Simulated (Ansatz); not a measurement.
GaP$_{3}$: single-point calculation

GaP$_{3}$ (Pm-3m, 4 atoms in the cell), computed with DFT PBE, scalar-relativistic, plane waves, PAW, no spin polarisation (Ansatz 0.2.0).

The structure was made by swapping elements on the sites of another compound; it need not be a known phase. It belongs to a series of runs on one base structure; here: Cu3Au (L1_2) type (Pm-3m, No. 221).

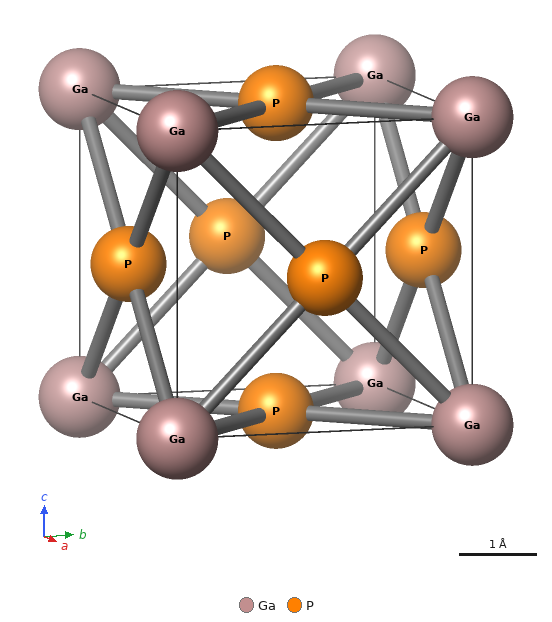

*The structure as given in the input (ball-and-stick view of the cell of the calculation, seen slightly off an axis).*

## The input
```yaml
crystal:
  lattice:
    - [4.0756470366, 0.0, 0.0]
    - [0.0, 4.0756470366, 0.0]
    - [0.0, 0.0, 4.0756470366]
  atoms:
    - { symbol: Ga, position: [0.0, 0.0, 0.0] }
    - { symbol: P, position: [0.0, 0.5, 0.5] }
    - { symbol: P, position: [0.5, 0.0, 0.5] }
    - { symbol: P, position: [0.5, 0.5, 0.0] }
basis:
  ecutwfc: 420
kpoints:
  mp_grid: { grid: [4, 4, 4] }
hamiltonian:
  xc: pbe
scf:
  occupations: { method: gaussian, width: 0.1 }
  lower_state_search: "off"
output:
  forces: true
  stress: true
  eigenvalues: true
```

Hardware: 1 thread of Intel Xeon @ 2.50GHz (Skylake/Cascade Lake), 192 GiB of memory available, shared host.

Command:
```bash
ansatz run input.yaml --threads 1 --pin off --max-ram 2560MiB --backend cpu --events-out ev --progress --plain --runs-dir out
```

## The program's output
```
Engine: ansatz 0.2.0, x86_64-unknown-linux-gnu
Pseudopotentials: kind: paw
Pseudopotential: Ga, paw, valence charge 13, recommended cutoff 420 eV (normal), Ga.paw.azcp
Pseudopotential: P, paw, valence charge 5, recommended cutoff 420 eV (normal), P.paw.azcp
Functional definition: PBE
  parameter kappa = 0.804
  parameter beta = 0.06672455060314922
  exchange = pbe_x(kappa = kappa, mu = beta*pi^2/3)
  correlation = pbe_c(beta = beta)
Crystal: 4 atoms, lattice volume = 67.700 Å³
Basis set: ecut = 420 eV, 1357 PW (Γ), exchange–correlation on 60×60×60 points (8 copies of the dense FFT grid, shifted against one another)
Bands: 18, of which v1, the nominal top of the filled ones, is band 14 counted from 1 (13 counted from 0)
Symmetry: 48 space group operations
Space group: Pm-3m (ITA 221), of the structure as read, at distance tolerance 4.1e-5 Å
k-points: 10 of 64
Non-local potential: Ga, projectors of the file, l = 0: 2, l = 1: 2, l = 2: 3, l = 3: 1
Non-local potential: P, projectors of the file, l = 0: 2, l = 1: 2, l = 2: 2
PAW form: soft (Blöchl's): semilocal exchange-correlation on the pseudo side does not see the compensation charge
PAW one-centre angular grid: Ga, 590 points (default); XC on 64 Gauss nodes
PAW one-centre angular grid: P, 110 points (default); XC on 64 Gauss nodes
Initial density: superposition of atomic densities (neutral atoms: chi_scale 0, normalization atom), corrected by the library's trained network
Initial wavefunctions: pseudopotential atomic-orbital guess
Functional: x = pbe(κ = 0.804, μ = 0.2195149727645171), c = pbe(β = 0.06672455060314922)
SCF iter   1: F=—  HF=-6047.603859 eV  |F-HF|=—  |Δ(HF+E_count)|=         —  Δρ=2.82e-3  dr2=6.85e-3  ethr=1.77e-3  ⟨swp⟩=6.8  Hψ=1018  notcnv=0
preconditioner: auto → Resta (q_TF=auto, 2.355 Å⁻¹)  ε∞=6.0  [insulator: Δε(μ)=0.338 eV  Ē_g=10.697 eV  σ=0.100 eV  W_gap=0.76  n_scr=18 (ndim 8)  ℏωp=23.9 eV  f_vac=0.000  D(μ)=1.77/eV (n_scr^D=6)  ε∞_Penn≈6.0]
SCF iter   2: F=—  HF=-6047.601834 eV  |F-HF|=—  |Δ(HF+E_count)|=   2.02e-3  Δρ=1.39e-3  dr2=2.07e-3  ethr=2.45e-5  ⟨swp⟩=2.5  Hψ=381  notcnv=0
SCF iter   3: F=—  HF=-6047.601474 eV  |F-HF|=—  |Δ(HF+E_count)|=   3.60e-4  Δρ=6.17e-4  dr2=1.25e-4  ethr=7.40e-6  ⟨swp⟩=2.0  Hψ=316  notcnv=0
SCF iter   4: F=—  HF=-6047.601289 eV  |F-HF|=—  |Δ(HF+E_count)|=   1.85e-4  Δρ=1.28e-4  dr2=8.58e-6  ethr=4.46e-7  ⟨swp⟩=2.0  Hψ=293  notcnv=0
SCF iter   5: F=—  HF=-6047.601288 eV  |F-HF|=—  |Δ(HF+E_count)|=   6.45e-7  Δρ=5.49e-5  dr2=9.70e-7  ethr=3.06e-8  ⟨swp⟩=2.2  Hψ=289  notcnv=0
SCF iter   6: F=-6047.601287 eV  HF=-6047.601287 eV  |F-HF|=8.11e-8  |Δ(HF+E_count)|=   9.33e-7  Δρ=1.37e-5  dr2=6.43e-8  ethr=3.57e-10  ⟨swp⟩=5.8  Hψ=976  notcnv=0
SCF 1 converged in 6 iterations: F = -6047.601287 eV  dr2 = 6.43e-8
  greatest PAW one-centre occupation: 0.995 electrons in one spin orbital (limit 2), on the Ga atom at site 0 (counted from 0), in its partial waves of l = 2
```

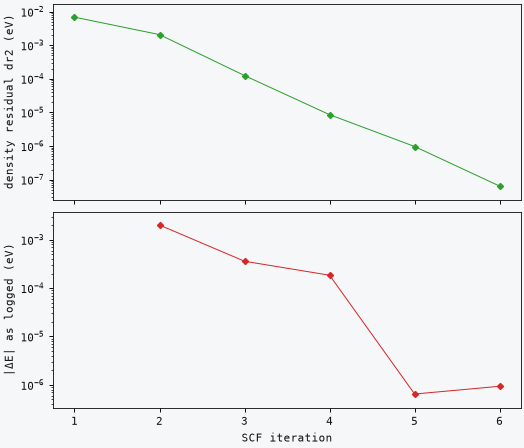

*Convergence of the self-consistent field: density residual dr2 and size of the energy change against the SCF iteration.*

The residual falls at every step.

```
SCF converged after 6 iterations
Free energy (F): -6047.601287 eV
Harris-Foulkes:  -6047.601287 eV  (|F-HF|=8.11e-8)
Internal energy: -6047.592429 eV  (E = F + TS)
E sigma→0 (E₀):  -6047.596858 eV
Entropy (-TS):   -0.008858 eV (-2.215 meV/atom)
Fermi energy:    9.408159 eV
--- Per-component energies (eV) ---
  E_band       = 13.964867
  E_kinetic    = 316.174774
  E_local      = -2170.200421  (includes V_loc(G=0)·N_el)
  E_nonlocal   = 525.137020
  E_hartree    = 1004.426292
  E_xc         = -249.749594
  E_vxc        = -235.398320  (∫ρ·V_xc dr)
  E_paw        = -3694.710800  (= ΣΔE_a)
  E_vpaw       = -430.610617  (= ΣTr[D̂ρ^β])
  E_aug_tail   = -0.000109  (compensation charges beyond the density's cutoff)
  E_ewald      = -1778.669591
  E_smearing   = -0.008858  (= −TS)
  E_closure    = -0.000000  (closes the sum)
  Σ components = -6047.601287   (vs F -6047.601287, Δ=0.00e0)
--- Forces (eV/Å), atoms counted from 1 ---
  atom   1  Ga    -0.00000000    -0.00000000     0.00000000
  atom   2  P      0.00000000    -0.00000000     0.00000000
  atom   3  P     -0.00000000    -0.00000000     0.00000000
  atom   4  P     -0.00000000     0.00000000    -0.00000000
  max |Σ_I F_I| component: 7.31e-31 eV/Å
--- Stress (GPa, compression-positive) ---
       -2.878613       0.000000      -0.000000
        0.000000      -2.878613       0.000000
        0.000000       0.000000      -2.878613
  P = ⅓ Tr σ = -2.8786 GPa (-28.786 kbar)
--- Band table (eV; the first three rows and the last of 10) ---
  k-point 0: bands = ["-5.4267", "-5.4267", "-5.3947", "-5.3947", "-5.3947", "-4.8511", "1.7062", "1.7062", "4.2600", "4.2600", "4.2600", "5.8719", "10.0210", "10.0210", "10.0210", "11.8197", "11.8197", "11.8197"]
  k-point 1: bands = ["-5.4213", "-5.4158", "-5.4025", "-5.4025", "-5.3942", "-4.3509", "-0.3073", "1.8698", "4.7471", "4.7701", "4.7701", "8.3850", "8.6940", "8.6940", "8.7980", "9.9872", "11.4638", "11.4638"]
  k-point 2: bands = ["-5.4160", "-5.4103", "-5.4103", "-5.4060", "-5.3936", "-3.2285", "-2.2973", "2.0568", "5.3290", "5.9058", "5.9058", "6.8027", "6.8027", "7.9052", "8.3126", "11.9197", "11.9197", "12.3177"]
  k-point 9: bands = ["-5.4514", "-5.4514", "-5.4514", "-5.3747", "-5.3747", "-0.3686", "-0.3686", "-0.3686", "2.6266", "3.2842", "3.2842", "3.2842", "4.0753", "13.4134", "13.4134", "13.4134", "13.4504", "13.4504"]
```

## Summary

- outcome: converged
- space group (tolerance 0.01 Å): Pm-3m (221)
- electrons treated: 28
- free energy: −6047.6013 eV
- Fermi energy: 9.408 eV
- gap on the k-point mesh: none (metallic)
- pressure: −2.88 GPa
- largest force (length of the vector): under 0.001 eV/Å
- wall time: 1.6 s
- peak memory: 0.36 GiB
